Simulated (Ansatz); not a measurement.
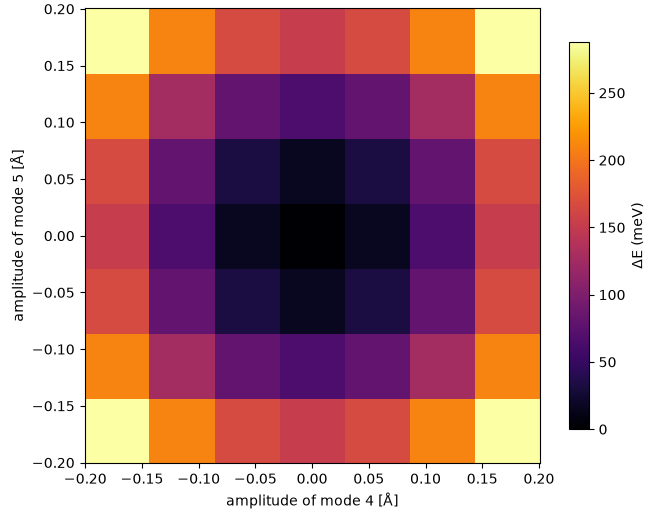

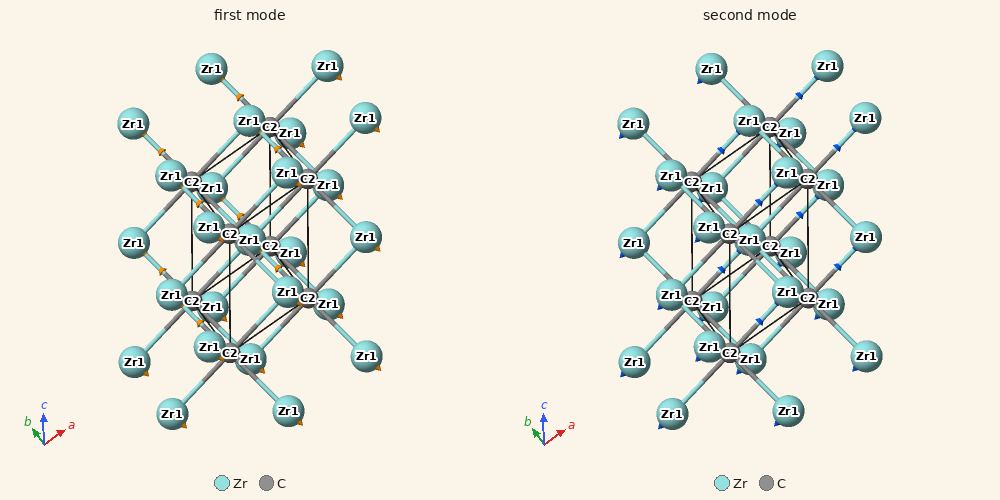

Energy landscape of ZrC (Fm-3m, No. 225; 2 atoms in the cell). 
- The energy is mapped over two normal modes frozen in (zone-centre modes of the 2-atom cell of this scan).
- Coordinates scanned: (1) amplitude of mode 4 (450 cm⁻¹), largest displacement; (2) amplitude of mode 5 (450 cm⁻¹), largest displacement.
- Nothing is relaxed (the cell and all other modes fixed).
- The grid has 7 × 7 points; 10 points were computed and 39 follow by symmetry.
- Points are written as (first, second).
- Energies are in meV per cell, from the lowest grid point.
- The lowest point has no gap; 4 points of the grid have one on the k-mesh.
- Theory: Ansatz, DFT LDA, scalar-relativistic, plane waves, PAW. Settings: cutoff 520 eV, k-mesh 16×16×16, gaussian smearing 0.15 eV, no spin polarisation.

The picture shows one coloured cell a grid point. The second picture is the structure at the lowest point

What does the map say about the system?

Answer. The lowest grid point is at (0.000 Å, 0.000 Å). No other kind of well shows on this grid. The highest grid point, (−0.172 Å, −0.172 Å), lies 288 meV above the lowest.

The values on the grid:

```
second ↓, first →  −0.172  −0.115  −0.057  0.000  0.057  0.115  0.172
            0.172     288     209     166    153    166    209    288
            0.115     209     126      80     65     80    126    209
            0.057     166      80      32     16     32     80    166
            0.000     153      65      16      0     16     65    153
           −0.057     166      80      32     16     32     80    166
           −0.115     209     126      80     65     80    126    209
           −0.172     288     209     166    153    166    209    288
```

The input of one point:

```yaml
crystal:
  lattice:
    - [0.0, 2.3207286109, 2.3207286109]
    - [2.3207286109, 0.0, 2.3207286109]
    - [2.3207286109, 2.3207286109, 0.0]
  atoms:
    - { symbol: Zr, position: [0.5, 0.5, 0.5] }
    - { symbol: C, position: [0.0, 0.0, 0.0] }
basis:
  ecutwfc: 520.0
kpoints:
  mp_grid: { grid: [16, 16, 16] }
hamiltonian:
  xc: lda
scf:
  occupations: { method: gaussian, width: 0.15 }
output:
  forces: true
  stress: true
  eigenvalues: true
  write_density: true
  write_potential: true
  elf: true
  volumetric_format: npy
```

Time for the 10 points that were run: 5.8 min on 1 thread of Arm Neoverse N1, with other jobs on the host.
